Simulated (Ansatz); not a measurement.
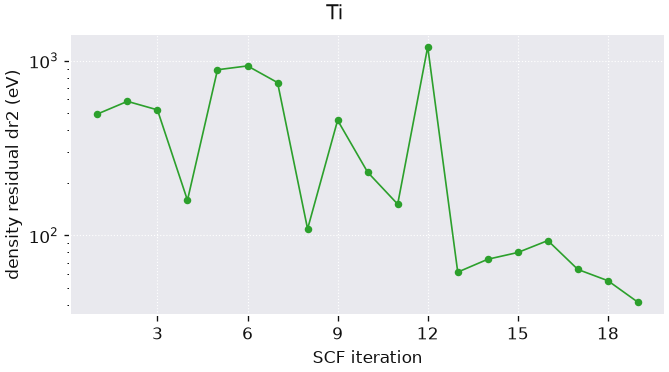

The plot shows the SCF iterations of a calculation: density residual dr2. The starting density is a sum of atomic densities corrected by a trained network.

Ti (slab, 8 atoms in the cell), run with Ansatz.

```
crystal:
  lattice:
    - [8.5380401, 0.0, 0.0]
    - [-4.26902005, 7.39415962, 0.0]
    - [0.0, 0.0, 44.32508466]
  atoms:
    - { symbol: Ti, position: [0.6666666667, 0.3333333333, 0.3623833316] }
    - { symbol: Ti, position: [0.3333333333, 0.6666666667, 0.4017023797] }
    - { symbol: Ti, position: [0.0, 0.0, 0.4410214278] }
    - { symbol: Ti, position: [0.6666666667, 0.3333333333, 0.4803404759] }
    - { symbol: Ti, position: [0.3333333333, 0.6666666667, 0.5246296114] }
    - { symbol: Ti, position: [0.0, 0.0, 0.5718885113] }
    - { symbol: Ti, position: [0.6666666667, 0.3333333333, 0.5906430906] }
    - { symbol: Ti, position: [0.3333333333, 0.6666666667, 0.6370116156] }
basis:
  ecutwfc: 420
kpoints:
  mp_grid: { grid: [9, 9, 1] }
hamiltonian:
  xc: pbe
  dispersion: d3bj
scf:
  occupations: { method: gaussian, width: 0.1 }
  max_iter: 100
output:
  forces: true
  eigenvalues: true
efield:
  axis: 3
  dipole_correction: true
  ramp_width: 0.04
```

Command:
```bash
ansatz run input.yaml --threads 4 --pin off --max-ram 10240MiB --backend cpu --events-out ev --progress --plain --runs-dir out
```

**How did this run end?**

It was still iterating, at step 19, when the time limit ended it. After 2 sharp jumps up on the way, the residual stalls around 60 from about step 13 on.

**Why did it fail, and what helps?**

The input holds a fault, a lattice typed in bohr: crystal.lattice set to [[8.5380401, 0.0, 0.0], [-4.26902005, 7.39415962, 0.0], [0.0, 0.0, 44.32508466]]. The plot doesn't show it to be the cause; the time allowed was short.
